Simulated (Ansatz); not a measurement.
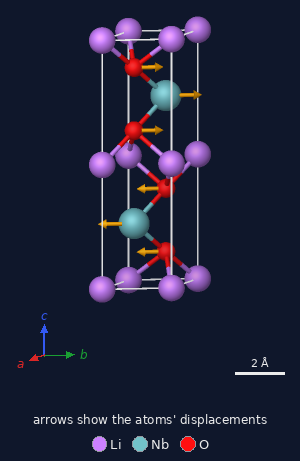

One vibrational mode of solid LiNbO2 at the zone centre. Displacements are drawn as orange arrows; their common scale and sign are arbitrary. Style: ball-and-stick. Shown: the cell of the calculation, slightly off an axis. Only the shorter bonds are drawn.

Level of theory: DFT r2SCAN, scalar-relativistic, plane waves, PAW in Ansatz 0.2.0.

Input file:
```yaml
crystal:
  lattice:
    - [2.9033506418, 0.0, 0.0]
    - [-1.4516753209, 2.5143754119, 0.0]
    - [0.0, 0.0, 10.4353057136]
  atoms:
    - { symbol: Li, position: [0.0, 0.0, 0.0] }
    - { symbol: Li, position: [0.0, 0.0, 0.5] }
    - { symbol: Nb, position: [0.3333333333, 0.6666666667, 0.75] }
    - { symbol: Nb, position: [0.6666666667, 0.3333333333, 0.25] }
    - { symbol: O, position: [0.3333333333, 0.6666666667, 0.1231766292] }
    - { symbol: O, position: [0.6666666667, 0.3333333333, 0.6231766292] }
    - { symbol: O, position: [0.3333333333, 0.6666666667, 0.3768233708] }
    - { symbol: O, position: [0.6666666667, 0.3333333333, 0.8768233708] }
basis:
  ecutwfc: 500
kpoints:
  mp_grid: { grid: [12, 12, 4] }
hamiltonian:
  xc: r2scan
scf:
  occupations: { method: gaussian, width: 0.05 }
output:
  eigenvalues: true
phonons:
  method: fd
  supercell: [1, 1, 1]
  amplitude: 0.02
  eigenvectors: true
  dielectric: false
```

Run as
```bash
ansatz run input.yaml --threads 2 --pin off --max-ram 5120MiB --backend cpu --events-out ev --progress --plain --runs-dir out
```

Frequencies are those without the non-analytic (LO–TO) term.

> What mode is this, and where does it lie in the spectrum?

This is the E₂g mode (doubly degenerate; one member of the set is drawn) at 71 cm⁻¹, the lowest optical level, Raman-active by symmetry. The Li atoms stay at rest; all motion is along b; atoms of one kind move against one another, with no net shift of any sublattice; the kinetic energy is shared as Nb 77 %, O 23 %.
